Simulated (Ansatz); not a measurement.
## Single-point calculation of Ta3Si (part 1 of 2)

System: Ta3Si (slab, 16 atoms in the cell).
Method: DFT, PBEsol, plane waves, PAW, no spin polarisation (Ansatz 0.2.0).

The structure derives from a Materials Project entry. Some settings of this run were made unusual or wrong on purpose. Figures and captions count atoms from 1; the log counts them from 0 in places.

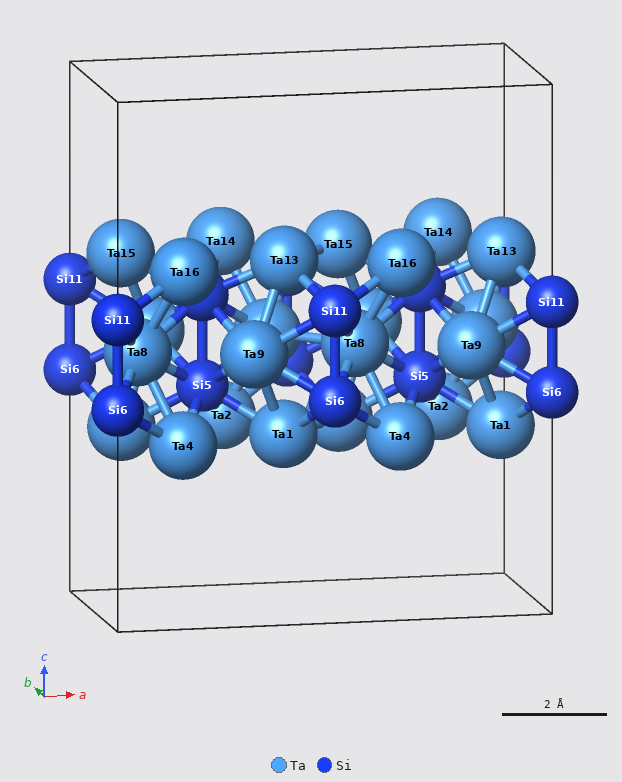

The input geometry (ball-and-stick view of the 2 × 1 repeat of the cell, with the vacuum cut short, seen slightly off an axis; atoms are numbered from 1 in the order of the input). An atom can appear more than once, as a periodic image.

### What the run reported

- outcome: converged
- electrons treated: 172
- free energy: −119838.7813 eV
- Fermi energy: 14.682 eV
- gap on the k-point mesh: none (metallic)
- largest force (length of the vector): 51.575 eV/Å
- hardware: 2 threads of Intel Xeon @ 2.90GHz (Ice Lake), 192 GiB of memory available, shared host
- wall time: 42 s (CPU time 78 s)
- peak memory: 0.69 GiB

This input holds a deliberate fault: a lattice far too small (`crystal.lattice`). The atoms are squeezed together and the pressure is enormous. The program still converged, but the numbers can't be taken as results for the intended system. Notes on the run: the density in the vacuum is higher than it should be, so vacuum levels may be off.

### Input file
```yaml
crystal:
  lattice:
    - [4.29572741, 0.0, 0.0]
    - [0.0, 4.29572741, 0.0]
    - [0.0, 0.0, 15.42785911]
  atoms:
    - { symbol: Ta, position: [0.8369338061, 0.3369338061, 0.385665954] }
    - { symbol: Ta, position: [0.6630661939, 0.8369338061, 0.385665954] }
    - { symbol: Ta, position: [0.1630661939, 0.6630661939, 0.385665954] }
    - { symbol: Ta, position: [0.3369338061, 0.1630661939, 0.385665954] }
    - { symbol: Si, position: [0.5, 0.5, 0.442832977] }
    - { symbol: Si, position: [0.0, 0.0, 0.442832977] }
    - { symbol: Ta, position: [0.3344976126, 0.8344976126, 0.4978443638] }
    - { symbol: Ta, position: [0.1655023874, 0.3344976126, 0.4978443638] }
    - { symbol: Ta, position: [0.6655023874, 0.1655023874, 0.4978443638] }
    - { symbol: Ta, position: [0.8344976126, 0.6655023874, 0.4978443638] }
    - { symbol: Si, position: [0.0, 0.0, 0.5580572415] }
    - { symbol: Si, position: [0.5, 0.5, 0.5580572415] }
    - { symbol: Ta, position: [0.8415076326, 0.3415076326, 0.6072142317] }
    - { symbol: Ta, position: [0.6584923674, 0.8415076326, 0.6072142317] }
    - { symbol: Ta, position: [0.1584923674, 0.6584923674, 0.6072142317] }
    - { symbol: Ta, position: [0.3415076326, 0.1584923674, 0.6072142317] }
basis:
  ecutwfc: 420
kpoints:
  mp_grid: { grid: [5, 5, 1] }
hamiltonian:
  xc: pbesol
scf:
  occupations: { method: gaussian, width: 0.1 }
  max_iter: 80
output:
  forces: true
  eigenvalues: true
efield:
  axis: 3
  dipole_correction: true
  ramp_width: 0.04
```

Launch command:
```bash
ansatz run input.yaml --threads 2 --pin off --max-ram 5120MiB --backend cpu --events-out ev --progress --plain --runs-dir out
```

### The program's output
```
Engine: ansatz 0.2.0, x86_64-unknown-linux-gnu
Pseudopotentials: kind: paw
Pseudopotential: Ta, paw, valence charge 13, recommended cutoff 420 eV (normal), Ta.paw.azcp
Pseudopotential: Si, paw, valence charge 4, recommended cutoff 420 eV (normal), Si.paw.azcp
Functional definition: PBEsol
  exchange = pbesol_x
  correlation = pbesol_c
Crystal: 16 atoms, lattice volume = 284.695 Å³
Basis set: ecut = 420 eV, 5579 PW (Γ), exchange–correlation on 60×60×216 points (8 copies of the dense FFT grid, shifted against one another)
Bands: 104, of which v1, the nominal top of the filled ones, is band 86 counted from 1 (85 counted from 0)
Symmetry: 8 space group operations
Space group: P4bm (ITA 100), of the structure as read, at distance tolerance 6.6e-5 Å
k-points: 6 of 25
Non-local potential: Ta, projectors of the file, l = 0: 3, l = 1: 2, l = 2: 2, l = 3: 1
Non-local potential: Si, projectors of the file, l = 0: 2, l = 1: 2, l = 2: 2
PAW form: soft (Blöchl's): semilocal exchange-correlation on the pseudo side does not see the compensation charge
PAW frozen core: Ta, regenerated for the run's functional, and the local potential with it (the file was generated under x = pbe(κ = 0.804, μ = 0.2195149727645171), c = pbe(β = 0.06672455060314922))
PAW frozen core: Si, regenerated for the run's functional, and the local potential with it (the file was generated under x = pbe(κ = 0.804, μ = 0.2195149727645171), c = pbe(β = 0.06672455060314922))
PAW one-centre angular grid: Ta, 590 points (default); XC on 64 Gauss nodes
PAW one-centre angular grid: Si, 110 points (default); XC on 64 Gauss nodes
Initial density: superposition of atomic densities (neutral atoms: chi_scale 0, normalization atom), corrected by the library's trained network
Initial wavefunctions: pseudopotential atomic-orbital guess
Functional: x = pbesol(κ = 0.804, μ = 0.12345679012345678), c = pbesol(β = 0.046)
SCF iter   1: F=—  HF=-120732.627302 eV  |F-HF|=—  |Δ(HF+E_count)|=         —  Δρ=4.93e-1  dr2=2.16e4  ethr=1.77e-3  p=0.683 e·Å  D=4.34e-1 V/Å  ΔV_dip=-6.70 eV  dr2_dipole=2.90e3  V_vac-E_F(+/−)=-15.96/-9.04 eV  ⟨swp⟩=19.3  Hψ=6533  notcnv=0  defer=16
efield: sawtooth ramp at fractional position 0.9764 (placed from the atoms, in the widest stretch of the axis that holds none; the zero of the levels goes with the place), width 0.0400; the density the first Hamiltonian is built on has a dipole p = 0.683 e·Å; the dipole correction subtracts the counter field D = 4.34e-1 V/Å, which shifts the + side's vacuum level by -6.70 eV against the − side's; the planar-averaged density in the ramp window peaks in size at 8.0e-3 e/Å³
preconditioner: auto → LDOS  [metal: Δε(μ)=0.026 eV  Ē_g=17.492 eV  σ=0.100 eV  W_gap=0.14  n_scr=84 (ndim 8)  ℏωp=26.7 eV  f_vac=0.533  D(μ)=12.65/eV (n_scr^D=92)  β→1.0]
SCF iter   2: F=—  HF=-121420.548644 eV  |F-HF|=—  |Δ(HF+E_count)|=    6.88e2  Δρ=7.54e-1  dr2=7.81e3  ethr=1.77e-3  p=0.536 e·Å  D=3.41e-1 V/Å  ΔV_dip=-5.26 eV  dr2_dipole=1.25e1  V_vac-E_F(+/−)=22.24/26.72 eV  ⟨swp⟩=46.0  Hψ=20950  notcnv=9  defer=88
SCF iter   3: F=—  HF=-121006.653042 eV  |F-HF|=—  |Δ(HF+E_count)|=    4.14e2  Δρ=5.53e-1  dr2=5.54e3  ethr=1.77e-3  p=-5.224 e·Å  D=-3.32e0 V/Å  ΔV_dip=51.22 eV  dr2_dipole=9.00e1  V_vac-E_F(+/−)=113.17/63.14 eV  ⟨swp⟩=17.0  Hψ=3668  notcnv=0  defer=96
SCF iter   4: F=—  HF=-120317.878842 eV  |F-HF|=—  |Δ(HF+E_count)|=    6.89e2  Δρ=2.57e-1  dr2=1.86e3  ethr=1.77e-3  p=-6.308 e·Å  D=-4.01e0 V/Å  ΔV_dip=61.86 eV  dr2_dipole=9.57e1  V_vac-E_F(+/−)=119.53/59.60 eV  ⟨swp⟩=46.0  Hψ=17476  notcnv=39  defer=102
SCF iter   5: F=—  HF=-119931.083080 eV  |F-HF|=—  |Δ(HF+E_count)|=    3.87e2  Δρ=9.19e-2  dr2=1.16e2  ethr=1.77e-3  p=-4.043 e·Å  D=-2.57e0 V/Å  ΔV_dip=39.64 eV  dr2_dipole=1.64e1  V_vac-E_F(+/−)=70.84/32.84 eV  ⟨swp⟩=26.0  Hψ=9313  notcnv=0  defer=78
SCF iter   6: F=—  HF=-119965.622882 eV  |F-HF|=—  |Δ(HF+E_count)|=    3.45e1  Δρ=6.37e-2  dr2=2.16e2  ethr=1.77e-3  p=-4.594 e·Å  D=-2.92e0 V/Å  ΔV_dip=45.05 eV  dr2_dipole=4.18e1  V_vac-E_F(+/−)=82.55/39.22 eV  ⟨swp⟩=18.2  Hψ=4810  notcnv=0  defer=78
SCF iter   7: F=—  HF=-119879.824835 eV  |F-HF|=—  |Δ(HF+E_count)|=    8.58e1  Δρ=4.54e-2  dr2=9.14e1  ethr=1.77e-3  p=-2.437 e·Å  D=-1.55e0 V/Å  ΔV_dip=23.90 eV  dr2_dipole=4.44e0  V_vac-E_F(+/−)=48.12/25.34 eV  ⟨swp⟩=14.0  Hψ=3483  notcnv=0  defer=75
SCF iter   8: F=—  HF=-119846.766817 eV  |F-HF|=—  |Δ(HF+E_count)|=    3.31e1  Δρ=4.72e-2  dr2=3.47e1  ethr=1.77e-3  p=-0.785 e·Å  D=-4.99e-1 V/Å  ΔV_dip=7.69 eV  dr2_dipole=7.42e0  V_vac-E_F(+/−)=19.55/12.44 eV  ⟨swp⟩=15.7  Hψ=3805  notcnv=0  defer=65
SCF iter   9: F=—  HF=-119847.049599 eV  |F-HF|=—  |Δ(HF+E_count)|=   2.83e-1  Δρ=4.39e-2  dr2=3.15e1  ethr=1.77e-3  p=-0.865 e·Å  D=-5.50e-1 V/Å  ΔV_dip=8.48 eV  dr2_dipole=5.49e0  V_vac-E_F(+/−)=21.10/13.24 eV  ⟨swp⟩=5.2  Hψ=1066  notcnv=0  defer=57
SCF iter  10: F=—  HF=-119851.738328 eV  |F-HF|=—  |Δ(HF+E_count)|=    4.69e0  Δρ=6.53e-2  dr2=1.36e2  ethr=1.77e-3  p=0.224 e·Å  D=1.42e-1 V/Å  ΔV_dip=-2.20 eV  dr2_dipole=6.11e1  V_vac-E_F(+/−)=4.07/6.54 eV  ⟨swp⟩=17.2  Hψ=3460  notcnv=0  defer=68  recentre
SCF iter  11: F=—  HF=-119847.165321 eV  |F-HF|=—  |Δ(HF+E_count)|=    4.57e0  Δρ=3.74e-2  dr2=4.06e1  ethr=1.77e-3  p=-0.988 e·Å  D=-6.28e-1 V/Å  ΔV_dip=9.69 eV  dr2_dipole=7.36e0  V_vac-E_F(+/−)=19.44/10.08 eV  ⟨swp⟩=15.0  Hψ=4255  notcnv=0  defer=83
SCF iter  12: F=—  HF=-119838.756832 eV  |F-HF|=—  |Δ(HF+E_count)|=    8.41e0  Δρ=1.04e-2  dr2=4.86e-1  ethr=1.77e-3  p=-0.100 e·Å  D=-6.37e-2 V/Å  ΔV_dip=0.98 eV  dr2_dipole=5.35e-2  V_vac-E_F(+/−)=5.40/4.50 eV  ⟨swp⟩=12.8  Hψ=2618  notcnv=0  defer=65
SCF iter  13: F=—  HF=-119838.752285 eV  |F-HF|=—  |Δ(HF+E_count)|=   4.55e-3  Δρ=4.59e-3  dr2=1.70e-1  ethr=2.83e-4  p=-0.015 e·Å  D=-9.54e-3 V/Å  ΔV_dip=0.15 eV  dr2_dipole=6.80e-3  V_vac-E_F(+/−)=4.48/4.37 eV  ⟨swp⟩=8.0  Hψ=2073  notcnv=0  defer=55
SCF iter  14: F=—  HF=-119838.782990 eV  |F-HF|=—  |Δ(HF+E_count)|=   3.07e-2  Δρ=3.03e-3  dr2=5.02e-2  ethr=9.88e-5  p=-0.014 e·Å  D=-8.87e-3 V/Å  ΔV_dip=0.14 eV  dr2_dipole=1.74e-3  V_vac-E_F(+/−)=4.61/4.48 eV  ⟨swp⟩=5.2  Hψ=1417  notcnv=0  defer=51
SCF iter  15: F=—  HF=-119838.781029 eV  |F-HF|=—  |Δ(HF+E_count)|=   1.96e-3  Δρ=9.92e-4  dr2=9.02e-3  ethr=2.92e-5  p=0.005 e·Å  D=3.09e-3 V/Å  ΔV_dip=-0.05 eV  dr2_dipole=1.67e-3  V_vac-E_F(+/−)=4.37/4.41 eV  ⟨swp⟩=3.8  Hψ=1468  notcnv=0  defer=49
SCF iter  16: F=—  HF=-119838.781052 eV  |F-HF|=—  |Δ(HF+E_count)|=   2.23e-5  Δρ=1.68e-4  dr2=1.20e-4  ethr=5.25e-6  p=0.013 e·Å  D=8.18e-3 V/Å  ΔV_dip=-0.13 eV  dr2_dipole=1.18e-5  V_vac-E_F(+/−)=4.27/4.39 eV  ⟨swp⟩=4.3  Hψ=1481  notcnv=0  defer=49
SCF iter  17: F=—  HF=-119838.781253 eV  |F-HF|=—  |Δ(HF+E_count)|=   2.01e-4  Δρ=6.09e-5  dr2=7.74e-5  ethr=7.00e-8  p=0.013 e·Å  D=8.25e-3 V/Å  ΔV_dip=-0.13 eV  dr2_dipole=2.67e-5  V_vac-E_F(+/−)=4.25/4.38 eV  ⟨swp⟩=6.5  Hψ=2045  notcnv=0  defer=48
SCF iter  18: F=—  HF=-119838.781340 eV  |F-HF|=—  |Δ(HF+E_count)|=   8.69e-5  Δρ=2.75e-5  dr2=1.39e-5  ethr=4.50e-8  p=0.011 e·Å  D=7.00e-3 V/Å  ΔV_dip=-0.11 eV  dr2_dipole=1.04e-6  V_vac-E_F(+/−)=4.27/4.38 eV  ⟨swp⟩=4.8  Hψ=985  notcnv=0  defer=48
SCF iter  19: F=—  HF=-119838.781338 eV  |F-HF|=—  |Δ(HF+E_count)|=   1.86e-6  Δρ=8.91e-6  dr2=5.64e-7  ethr=8.10e-9  p=0.011 e·Å  D=7.03e-3 V/Å  ΔV_dip=-0.11 eV  dr2_dipole=4.16e-7  V_vac-E_F(+/−)=4.27/4.38 eV  ⟨swp⟩=4.2  Hψ=1110  notcnv=0  defer=48
SCF iter  20: F=-119838.781338 eV  HF=-119838.781338 eV  |F-HF|=1.52e-7  |Δ(HF+E_count)|=   2.90e-7  Δρ=3.10e-6  dr2=5.52e-8  ethr=5.81e-11  p=0.011 e·Å  D=6.88e-3 V/Å  ΔV_dip=-0.11 eV  dr2_dipole=5.05e-8  V_vac-E_F(+/−)=4.27/4.38 eV  ⟨swp⟩=42.2  Hψ=8917  notcnv=0
WARN: efield: at this solve's end the planar-averaged density reaches 3.31e-5 e/Å³ inside the ramp window [0.9116, 0.0813] (bound 1e-5 e/Å³); the window's nearer edge stands 4.70 Å from this solve's nearest atom along the axis. Its work functions, free energy, forces, stress, dipole, levels and responses can be off, and this figure does not tell by how much. A short vacuum, a low `basis.ecutwfc` or `basis.ecutrho_ratio` and negative occupations (`scf.occupations.method`) can put density there. See the manual's quickstart, § The vacuum guard
SCF 1 converged in 20 iterations: F = -119838.781338 eV  dr2 = 5.52e-8
  greatest PAW one-centre occupation: 1.008 electrons in one spin orbital (limit 2), on the Ta atom at site 8 (counted from 0), in its partial waves of l = 1
```

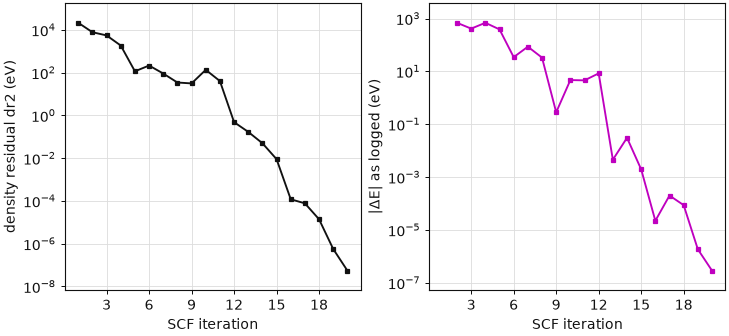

Convergence of the self-consistent field: density residual dr2 and size of the energy change against the SCF iteration. The residual comes down, with one marked jump up, by a factor of about 4, at step 10.
